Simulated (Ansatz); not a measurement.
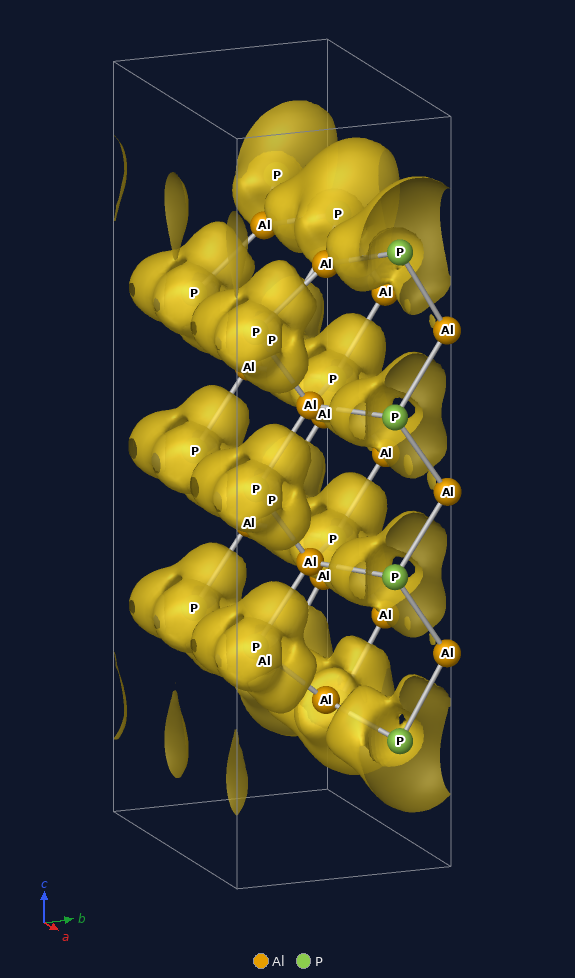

*AlP (slab). Isosurface of the electron localisation function at 0.75 (yellow), seen slightly off an axis. Core shells and regions of very low density are left out. Sticks mark near contacts.*

Theory: DFT PBEsol, scalar-relativistic, plane waves, PAW in Ansatz.

Core electrons are frozen (PAW), and the valence fields are smoothed inside the atomic spheres.

Input file:

```
crystal:
  lattice:
    - [3.8681183855, 0.0, 0.0]
    - [0.0, 5.4703454816, 0.0]
    - [0.0, 0.0, 26.6043551564]
  atoms:
    - { symbol: Al, position: [0.5, 0.5, 0.281908731] }
    - { symbol: P, position: [0.0, 0.75, 0.281908731] }
    - { symbol: Al, position: [0.0, 0.0, 0.3546058206] }
    - { symbol: P, position: [0.5, 0.25, 0.3546058206] }
    - { symbol: Al, position: [0.5, 0.5, 0.4273029103] }
    - { symbol: P, position: [0.0, 0.75, 0.4273029103] }
    - { symbol: Al, position: [0.0, 0.0, 0.5] }
    - { symbol: P, position: [0.5, 0.25, 0.5] }
    - { symbol: Al, position: [0.5, 0.5, 0.5726970897] }
    - { symbol: P, position: [0.0, 0.75, 0.5726970897] }
    - { symbol: Al, position: [0.0, 0.0, 0.6453941794] }
    - { symbol: P, position: [0.5, 0.25, 0.6453941794] }
    - { symbol: Al, position: [0.5, 0.5, 0.718091269] }
    - { symbol: P, position: [0.0, 0.75, 0.718091269] }
basis:
  ecutwfc: 420
kpoints:
  mp_grid: { grid: [7, 5, 1] }
hamiltonian:
  xc: pbesol
scf:
  occupations: { method: gaussian, width: 0.05 }
output:
  forces: true
  eigenvalues: true
  write_density: true
  write_potential: true
  elf: true
  volumetric_format: npy
relax:
  adjacent_minimum: "off"
  f_tol: 0.02
  max_steps: 60
efield:
  axis: 3
  dipole_correction: true
```

Run with:

```sh
ansatz run input.yaml --threads 1 --pin off --max-ram 2560MiB --backend cpu --events-out ev --progress --plain --runs-dir out
```

The fields are those of the relaxed geometry.

### Describe the localisation domains.

The ELF exceeds this value in seven regions on P in which the atom's valence shell and bonds are merged, counted in one cell of 14 atoms. Counts are for one cell; the picture repeats the cell along the surface. Profiles from the grid: Al–P (2.32 Å): the ELF peaks at about 0.90 between the atoms: a shared electron pair. Al–P (2.36 Å): the ELF peaks at about 0.90 between the atoms; localised, covalent bonding.
